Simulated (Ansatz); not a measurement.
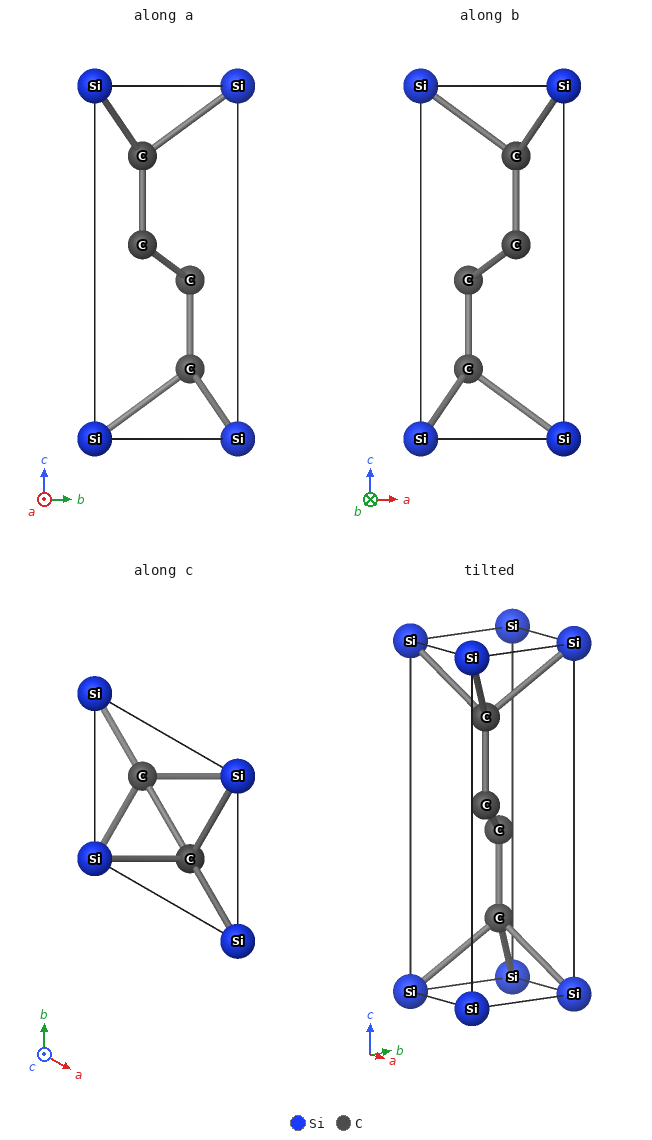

This ball-and-stick model is shown along the a axis, along the b axis, along the c axis and slightly off an axis. Atoms at the boundary of the conventional unit cell (the box) are drawn once for each face, edge or corner they touch.

Lattice parameters: a = 2.7107 Å, b = 2.7107 Å, c = 5.7943 Å, α = 90.000°, β = 90.000°, γ = 120.000°.

Reconstruct the structure as a CIF with its space group and independent sites, with free fractional coordinates to two decimals.

```cif
data_structure
_symmetry_space_group_name_H-M 'P -3 m 1'
_symmetry_Int_Tables_number 164
_cell_length_a 2.7107
_cell_length_b 2.7107
_cell_length_c 5.7943
_cell_angle_alpha 90.000
_cell_angle_beta 90.000
_cell_angle_gamma 120.000
_cell_volume 36.87
loop_
_atom_site_label
_atom_site_type_symbol
_atom_site_symmetry_multiplicity
_atom_site_Wyckoff_symbol
_atom_site_fract_x
_atom_site_fract_y
_atom_site_fract_z
_atom_site_occupancy
Si1 Si 1 a 0.00 0.00 0.00 1
C1 C 2 d 0.3333 0.6667 0.20 1
C2 C 2 d 0.6667 0.3333 0.55 1
```

The structure comes from a structure type filled with these elements by a generator (whether the compound takes this form wasn't checked). It is drawn as it came out of a relaxation with DFT PBE, scalar-relativistic, plane waves, PAW (Ansatz 0.2.0).
